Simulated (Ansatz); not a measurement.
## Run report: Ir, geometry relaxation (part 1 of 3)

System: Ir (slab, 16 atoms in the cell).
Method: DFT PBE, scalar-relativistic, plane waves, PAW, no spin polarisation (Ansatz 0.2.0).

The structure derives from an entry of the Crystallography Open Database. The input holds or restrains some coordinates. Forces given for the steps count only the free coordinates. It belongs to a series of runs on one base structure; here: clean slab, lower half held. Figures and captions count atoms from 1; the log counts them from 0 in places.

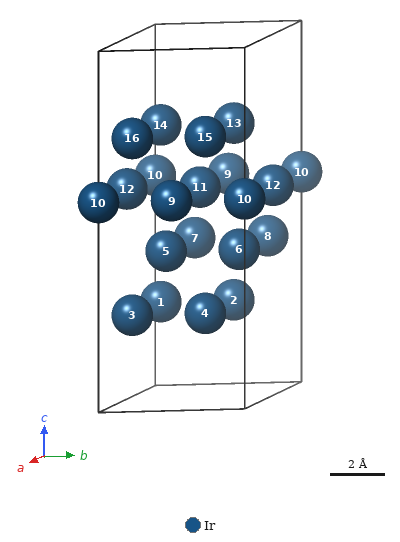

**Figure 1.** The structure as given in the input (spheres-only view of the cell of the calculation, with the vacuum cut short, seen slightly off an axis; atoms are numbered from 1 in the order of the input). An atom can appear more than once, as a periodic image.

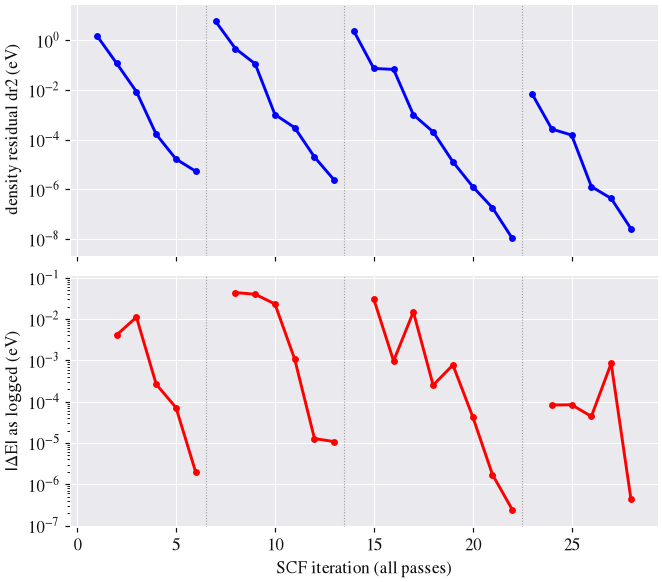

**Figure 2.** Convergence of the self-consistent field: density residual dr2 and size of the energy change against the SCF iteration. The dotted lines part the SCF passes of the relaxation: geometry steps, rejected trials and re-solves on a re-selected basis. The passes take 6, 7, 9 and 6 iterations.

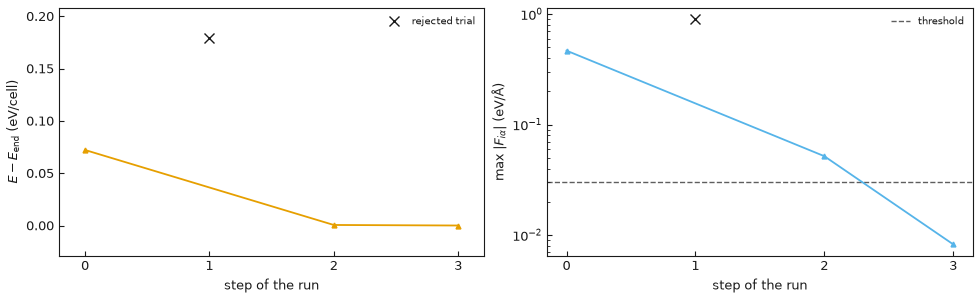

**Figure 3.** Progress of the restrained relaxation, step by step (the first geometry is step 0 here and step 1 in the log).

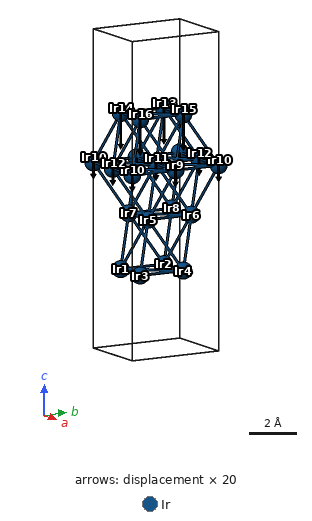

**Figure 4.** The starting structure with the displacements as black arrows, magnified 20 times (ball-and-stick view of the cell of the calculation, with the vacuum cut short, seen slightly off an axis). Over 3 geometry steps the energy falls by 72.2 meV per cell of the calculation. Largest force component: 0.47 eV/Å at the start, 0.0083 eV/Å at the end. The line search rejected the trial step at point 1 (counted from 0) and went back. The largest moves, 0.079 Å, are those of Ir13, Ir14, Ir15 and Ir16. The cell stays as it was. Among the contacts that change: Ir10–Ir14 2.737 → 2.703 Å, Ir5–Ir11 2.737 → 2.707 Å. (Atoms are counted from 1 in the order of the input.)

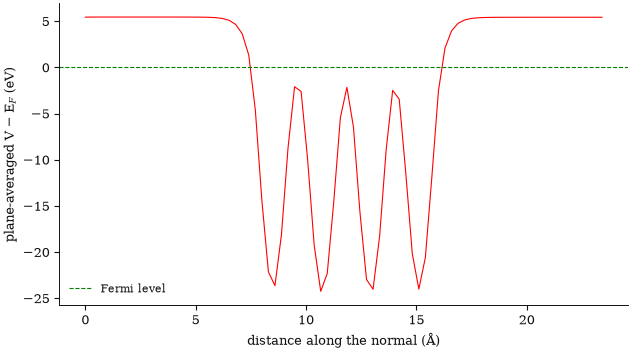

**Figure 5.** Plane average of the electrostatic potential energy of an electron across the cell, from the Fermi level. The vacuum level lies 5.44 eV above the Fermi level on the upper side and 5.46 eV on the lower.

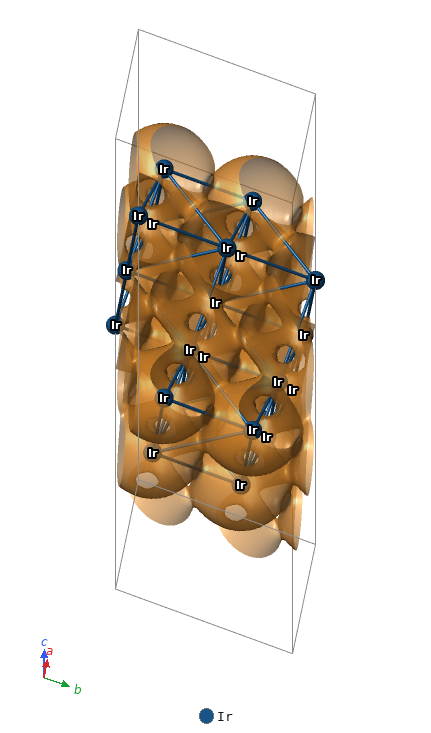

**Figure 6.** Isosurface of the valence charge density (pseudo) at 0.4 e/Å³ (orange), seen at an oblique angle. Sticks mark near contacts. At this value the density is joined into sheets; it holds about 90 % of the electrons treated as valence (semicore included). On the grid the lowest density along these lines, outside the cores, is 0.46 e/Å³ (Ir–Ir, 2.70 Å). The fields are those of the smooth PAW valence density.

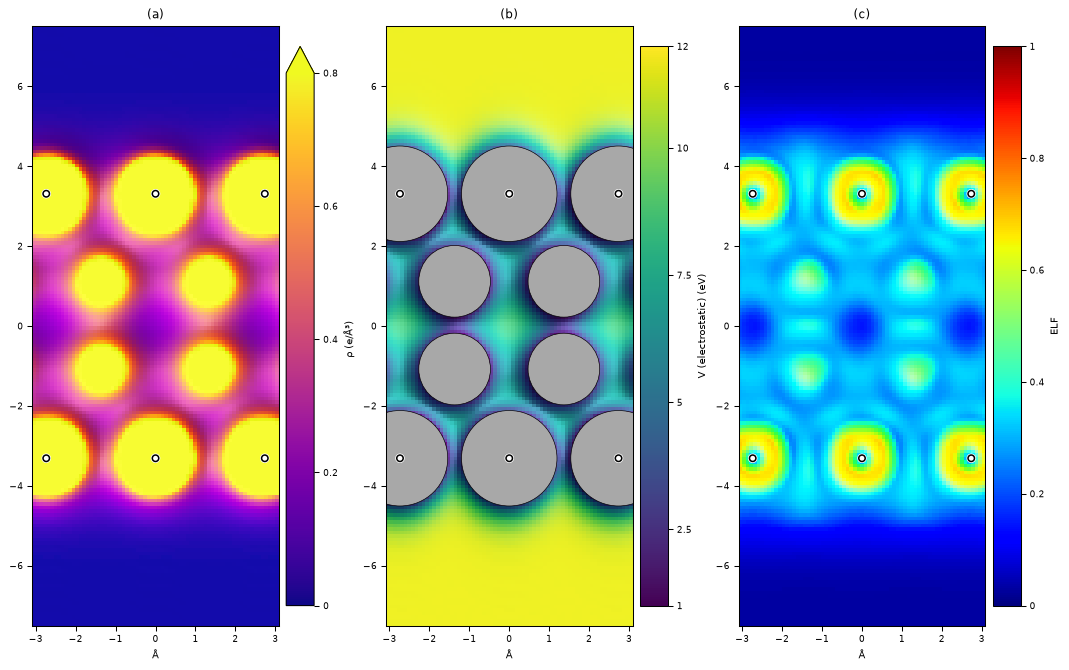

**Figure 7.** (a) valence charge density (pseudo); (b) electrostatic potential (local pseudopotential plus Hartree) felt by an electron; (c) electron localisation function on the (100) plane of the calculation cell, a cut from vacuum to vacuum. Circles mark the nuclei in the plane (Ir). Grey discs, where drawn, cover atomic cores. Atoms in the plane: Ir. The density dies away to nearly zero in the vacuum. The strong features right at Ir lie inside the PAW spheres (semicore, d or f shells) and say nothing about bonding.

The input that produced these results follows, with the program's output.

Input:
```yaml
crystal:
  lattice:
    - [5.4739356049, 0.0, 0.0]
    - [-2.7369678025, 4.7405672926, 0.0]
    - [0.0, 0.0, 23.7041745585]
  atoms:
    - { symbol: Ir, position: [0.3333333333, 0.1666666667, 0.358586627] }
    - { symbol: Ir, position: [0.3333333333, 0.6666666667, 0.358586627] }
    - { symbol: Ir, position: [0.8333333333, 0.1666666667, 0.358586627] }
    - { symbol: Ir, position: [0.8333333333, 0.6666666667, 0.358586627] }
    - { symbol: Ir, position: [0.6666666667, 0.3333333333, 0.452862209] }
    - { symbol: Ir, position: [0.6666666667, 0.8333333333, 0.452862209] }
    - { symbol: Ir, position: [0.1666666667, 0.3333333333, 0.452862209] }
    - { symbol: Ir, position: [0.1666666667, 0.8333333333, 0.452862209] }
    - { symbol: Ir, position: [0.0, 0.5, 0.547137791] }
    - { symbol: Ir, position: [0.0, 0.0, 0.547137791] }
    - { symbol: Ir, position: [0.5, 0.5, 0.547137791] }
    - { symbol: Ir, position: [0.5, 0.0, 0.547137791] }
    - { symbol: Ir, position: [0.3333333333, 0.6666666667, 0.641413373] }
    - { symbol: Ir, position: [0.3333333333, 0.1666666667, 0.641413373] }
    - { symbol: Ir, position: [0.8333333333, 0.6666666667, 0.641413373] }
    - { symbol: Ir, position: [0.8333333333, 0.1666666667, 0.641413373] }
basis:
  ecutwfc: 420
kpoints:
  mp_grid: { grid: [6, 6, 1] }
hamiltonian:
  xc: pbe
scf:
  occupations: { method: gaussian, width: 0.1 }
output:
  forces: true
  eigenvalues: true
  write_density: true
  write_potential: true
  elf: true
  volumetric_format: npy
relax:
  adjacent_minimum: "off"
  f_tol: 0.03
  max_steps: 70
  constraints: [{ sites: [0, 1, 2, 3, 4, 5, 6, 7] }]
efield:
  axis: 3
  dipole_correction: true
  ramp_width: 0.04
```

Launch command:
```bash
ansatz run input.yaml --threads 4 --pin off --max-ram 10240MiB --backend cpu --events-out ev --progress --plain --runs-dir out
```

Log:
```
Engine: ansatz 0.2.0, x86_64-unknown-linux-gnu
Pseudopotentials: kind: paw
Pseudopotential: Ir, paw, valence charge 17, recommended cutoff 420 eV (normal), Ir.paw.azcp
Functional definition: PBE
  parameter kappa = 0.804
  parameter beta = 0.06672455060314922
  exchange = pbe_x(kappa = kappa, mu = beta*pi^2/3)
  correlation = pbe_c(beta = beta)
Crystal: 16 atoms, lattice volume = 615.113 Å³
Basis set: ecut = 420 eV, 11977 PW (Γ), exchange–correlation on 80×80×320 points (8 copies of the dense FFT grid, shifted against one another)
Bands: 164, of which v1, the nominal top of the filled ones, is band 136 counted from 1 (135 counted from 0)
Symmetry: 24 space group operations
k-points: 7 of 36 (time reversal used)
Non-local potential: Ir, projectors of the file, l = 0: 3, l = 1: 2, l = 2: 2, l = 3: 1
PAW form: soft (Blöchl's): semilocal exchange-correlation on the pseudo side does not see the compensation charge
PAW one-centre angular grid: Ir, 590 points (default); XC on 64 Gauss nodes
Initial density: superposition of atomic densities (neutral atoms: chi_scale 0, normalization atom), corrected by the library's trained network
Initial wavefunctions: pseudopotential atomic-orbital guess
Functional: x = pbe(κ = 0.804, μ = 0.2195149727645171), c = pbe(β = 0.06672455060314922)
SCF iter   1: F=—  HF=-190957.648609 eV  |F-HF|=—  |Δ(HF+E_count)|=         —  Δρ=6.67e-3  dr2=1.52e0  ethr=1.77e-3  p=0.000 e·Å  D=4.15e-14 V/Å  ΔV_dip=-0.00 eV  dr2_dipole=5.39e-7  V_vac-E_F(+/−)=5.20/5.20 eV  ⟨swp⟩=7.4  Hψ=4802  notcnv=0  defer=18
efield: sawtooth ramp at fractional position 0.9800 (placed from the atoms, in the widest stretch of the axis that holds none; the zero of the levels goes with the place), width 0.0400; the density the first Hamiltonian is built on has a dipole p = 0.000 e·Å; the dipole correction subtracts the counter field D = 4.15e-14 V/Å, which shifts the + side's vacuum level by -0.00 eV against the − side's; the planar-averaged density in the ramp window peaks in size at 1.0e-5 e/Å³
preconditioner: auto → LDOS  [metal: Δε(μ)=0.058 eV  Ē_g=6.012 eV  σ=0.100 eV  W_gap=0.32  n_scr=136 (ndim 8)  ℏωp=18.0 eV  f_vac=0.563  D(μ)=18.25/eV (n_scr^D=124)  β→1.0]
SCF iter   2: F=—  HF=-190957.644482 eV  |F-HF|=—  |Δ(HF+E_count)|=   4.13e-3  Δρ=2.80e-3  dr2=1.17e-1  ethr=5.58e-4  p=-0.000 e·Å  D=-1.65e-5 V/Å  ΔV_dip=0.00 eV  dr2_dipole=2.61e-7  V_vac-E_F(+/−)=5.43/5.43 eV  ⟨swp⟩=1.4  Hψ=1336  notcnv=0  defer=46
SCF iter   3: F=—  HF=-190957.633422 eV  |F-HF|=—  |Δ(HF+E_count)|=   1.11e-2  Δρ=8.92e-4  dr2=8.43e-3  ethr=4.30e-5  p=0.000 e·Å  D=1.54e-6 V/Å  ΔV_dip=-0.00 eV  dr2_dipole=7.97e-7  V_vac-E_F(+/−)=5.46/5.46 eV  ⟨swp⟩=2.1  Hψ=1536  notcnv=0  defer=46
SCF iter   4: F=—  HF=-190957.633685 eV  |F-HF|=—  |Δ(HF+E_count)|=   2.63e-4  Δρ=1.55e-4  dr2=1.62e-4  ethr=3.10e-6  p=-0.000 e·Å  D=-5.12e-7 V/Å  ΔV_dip=0.00 eV  dr2_dipole=4.51e-8  V_vac-E_F(+/−)=5.46/5.46 eV  ⟨swp⟩=1.9  Hψ=1349  notcnv=0  defer=45
iter 5 did not close the SCF: its close was put off for the readings that it lacked (scf_convergence_deferred on its scf_iter line)
SCF iter   5: F=-190957.633749 eV  HF=-190957.633757 eV  |F-HF|=7.23e-6  |Δ(HF+E_count)|=   7.19e-5  Δρ=3.83e-5  dr2=1.64e-5  ethr=5.96e-8  p=0.000 e·Å  D=3.33e-7 V/Å  ΔV_dip=-0.00 eV  dr2_dipole=2.44e-9  V_vac-E_F(+/−)=5.47/5.47 eV  ⟨swp⟩=3.0  Hψ=2431  notcnv=0  defer=42
SCF iter   6: F=-190957.633755 eV  HF=-190957.633759 eV  |F-HF|=3.28e-6  |Δ(HF+E_count)|=   1.94e-6  Δρ=1.87e-5  dr2=5.28e-6  ethr=6.03e-9  p=-0.000 e·Å  D=-8.21e-7 V/Å  ΔV_dip=0.00 eV  dr2_dipole=1.42e-12  V_vac-E_F(+/−)=5.47/5.47 eV  ⟨swp⟩=20.1  Hψ=11866  notcnv=0
SCF 1 converged in 6 iterations: F = -190957.633755 eV  dr2 = 5.28e-6
  greatest PAW one-centre occupation: 1.000 electrons in one spin orbital (limit 2), on the Ir atom at site 7 (counted from 0), in its partial waves of l = 0
relax step   1: F+E_penalty+E_count = -190957.63375536 eV  Δ(F+E_penalty+E_count) = +0.000e0 eV  max|allowed force component| = 4.672e-1 eV/Å  Δτ_max = 0.0000 Å  (6 SCF iters, dr2 threshold 2.25e-5 eV, accepted)
Initial density: handed on by an earlier stage of this run
Initial wavefunctions: those handed on with the density
iter 1 solved again at ethr=2.06e-3 eV; its pass at ethr=3.10e-3 eV (dr2=5.60e0 eV) is discarded
```
